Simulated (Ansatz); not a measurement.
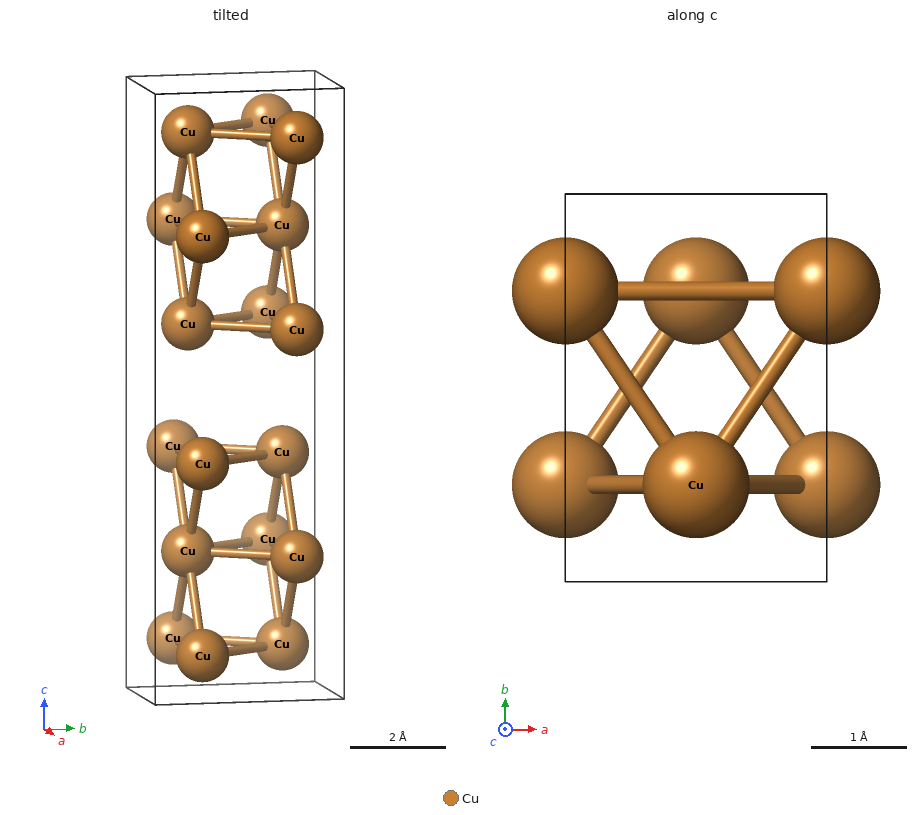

An orthographic ball-and-stick view of the structure, slightly off an axis and along the c axis. The lines enclose the conventional unit cell; boundary atoms appear with their images.

The element is copper. It belongs to space group Cmme (No. 67) and has a base-centred orthorhombic lattice. The cell holds twelve atoms. Within bonding distance, the neighbour counts come to Cu 8 to 10 (mean 9.3). Not all metal-metal contacts are counted.

It goes back to a structure listed in the Materials Project. The cell was then strained or its atoms displaced on purpose. It was the input of a calculation with Ansatz.

At this level of theory the cell isn't at rest (stretched, at -5 GPa), so its distances can differ from those at equilibrium, the more so the softer the solid.
